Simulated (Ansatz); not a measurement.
Consider LiF (Griceite).

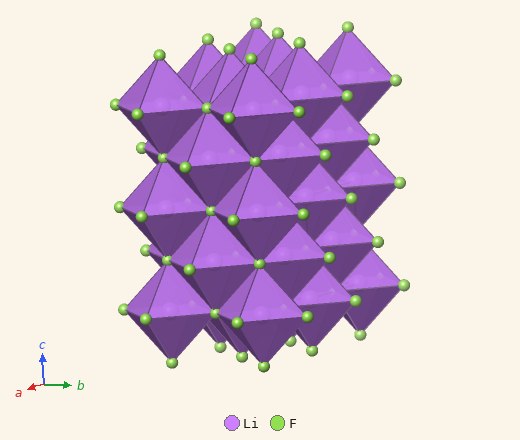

The structure (lithium purple, fluorine green). 2×1×2 conventional cells are drawn. Some periodic images of atoms are drawn too.

The structure is cubic, space group Fm-3m (No. 225). Conventional cell: a = 4.028 Å, b = 4.028 Å, c = 4.028 Å, α = 90.00°, β = 90.00°, γ = 90.00°. Nearest to Li lie 6 F at 2.01 Å. Nearest to F lie 6 Li at 2.01 Å. Farther neighbours and most contacts between anions are not listed.

```yaml
crystal:
  lattice:
    - [0.00000, 2.01400, 2.01400]
    - [2.01400, 0.00000, 2.01400]
    - [2.01400, 2.01400, 0.00000]
  atoms:
    - { symbol: Li, position: [0.00000, 0.00000, 0.00000] }
    - { symbol: F, position: [0.50000, 0.50000, 0.50000] }
```

The cell and positions come from the Crystallography Open Database and are kept as given unless a step says otherwise.

Gaps computed with Ansatz 0.2.0 without a self-energy: LDA 8.84 eV, PBE 9.09 eV, HSE06 11.40 eV, PBE0 12.16 eV and DDH-PBE0 15.11 eV.

**Question.** What gap should G0W0 on PBE give (6×6×6 mesh, 104 empty bands, screening to 200 eV, PAW set soft_1 files)?

About 13.40 eV: on its mesh the run moves the gap from 9.09 eV by +4.31 eV. Among the scalar-relativistic levels given, PBE0 is nearest (−1.24 eV). Bands and cutoff are finite, so the gap is not at the basis limit. The miss can reach some tenths of an eV and take either sign; the mesh is an error of its own.

[Paths, hosts, dates, memory and timing lines, banners, echoed tables and standing remarks are left out of the program output.]

[Logs are printed without paths, hosts, clocks, repeated set-up lines and the standing remarks that a program may print on its own settings, such as how far it seeks lower states.]

[Runs of the session that timed out or met a known fault of the program may be left out.]

[Cells called generated may have been cut or substituted from an entry of the Crystallography Open Database or the Materials Project.]

[Hosts, paths, dates, database ids (printed as entryN), source tags and the programs' standing remarks are cut or masked in the printed files.]
